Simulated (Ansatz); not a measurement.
## AlNi: geometry relaxation (part 3 of 3)

AlNi (slab, 16 atoms in the cell); DFT RPBE, scalar-relativistic, plane waves, PAW, no spin polarisation (Ansatz 0.2.0); cutoff 420 eV, 5×7×1 k-mesh, Gaussian smearing of 0.1 eV. The structure derives from an entry of the Crystallography Open Database. The input holds or restrains some coordinates. Forces given for the steps count only the free coordinates.

Geometry of the input (Å; fractional positions):
```
5.8328  0.0000  0.0000
0.0000  4.1244  0.0000
0.0000  0.0000  23.1866
Al 0.0000  0.5000  0.3666
Al 0.5000  0.5000  0.3666
Ni 0.2500  0.0000  0.3666
Ni 0.7500  0.0000  0.3666
Al 0.0000  0.0000  0.4555
Al 0.5000  0.0000  0.4555
Ni 0.2500  0.5000  0.4555
Ni 0.7500  0.5000  0.4555
Al 0.0000  0.5000  0.5445
Al 0.5000  0.5000  0.5445
Ni 0.2500  0.0000  0.5445
Ni 0.7500  0.0000  0.5445
Al 0.0000  0.0000  0.6334
Al 0.5000  0.0000  0.6334
Ni 0.2500  0.5000  0.6334
Ni 0.7500  0.5000  0.6334
```

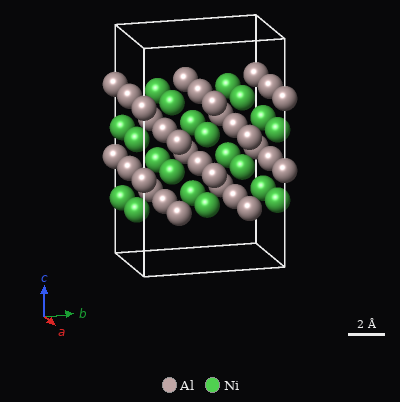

*The geometry at step 4 of the log (spheres-only view of the 1 × 2 repeat of the cell, with the vacuum cut short, seen slightly off an axis).*

Summary:

- outcome: converged under the restraints of the input
- electrons treated: 168
- free energy: −51087.2204 eV
- work function, top face: 4.62 eV
- work function, bottom face: 4.72 eV
- Fermi energy: 1.818 eV
- gap on the k-point mesh: none (metallic)
- final volume: 557.79 Å³
- work function (upper face): 4.62 eV
- largest force (length of the vector) at the end, held atoms and coordinates included: 0.568 eV/Å
- hardware: 2 threads of Arm Neoverse V1, 24 GiB of memory available, shared host
- wall time: 4.3 min (CPU time 8.4 min)
- peak memory: 1.2 GiB

Warnings of the run: the exchange-correlation potential is rough where the density is thin. The run has no spin polarisation, so a magnetic state may lie lower.
